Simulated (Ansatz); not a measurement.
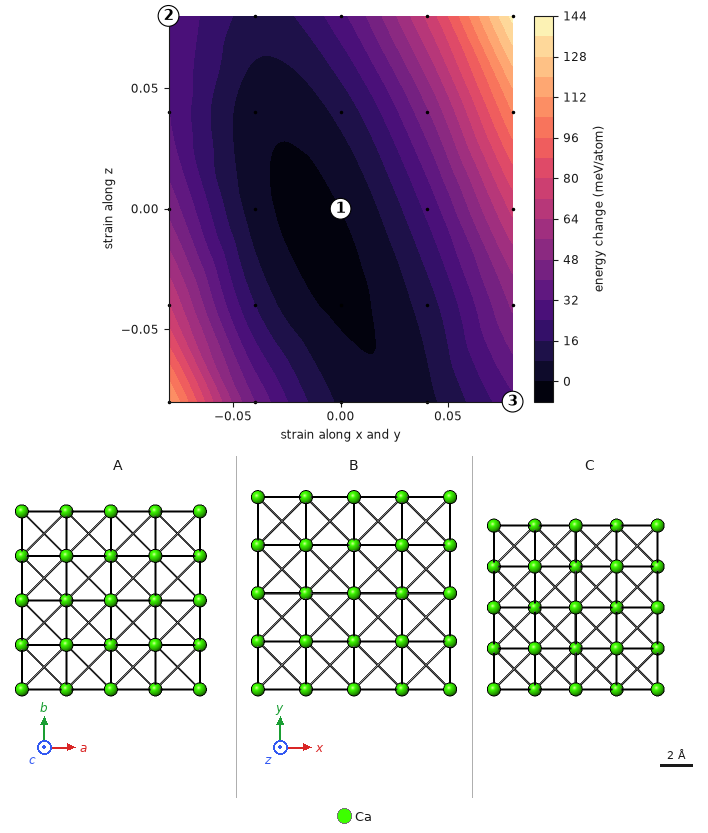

A scan of solid Ca (Fm-3m): the cell is strained equally along x and y and separately along z, with the atoms kept at their fractional coordinates. x, y and z are the Cartesian axes of the input. The map is interpolated between the computed points (dots). The frames are shuffled; each belongs to one numbered point. The picture is a ball-and-stick view of the conventional cell (4 times the calculation's cell), repeated 2 × 2 × 2 with one cell outlined, seen along the c axis. Lengths and directions refer to the drawn axes.

All numbers below come from DFT PBE, scalar-relativistic, plane waves, PAW (Ansatz). Settings: plane-wave cutoff 420 eV; k-point mesh 14 × 14 × 14; occupations gaussian; smearing width 0.15 eV; no spin polarisation. Energies (free energies at the smearing named) are counted from the cell as listed in its source, which wasn't relaxed.

Which frame belongs to which numbered point?

Point 1 is frame A, at (0.000, 0.000) and 0.0 meV/atom; 2 is frame C, at (−0.080, 0.080) and 31.8 meV/atom; 3 is frame B, at (0.080, −0.080) and 29.9 meV/atom. In pairs of (strain along x and y; strain along z): the lowest computed point lies at (0.000, −0.040) (−1.5 meV/atom), the highest at (0.080, 0.080) (138.6 meV/atom). The valley is tilted: raising the in-plane strain is made harder by raising the strain along z (cross term 0.80 of the geometric mean of the two curvatures). Over the ranges scanned the energy rises more along the first axis, the in-plane strain. The pressure runs from −2.9 GPa at (0.080, 0.080) to 5.3 GPa at (−0.080, −0.080).
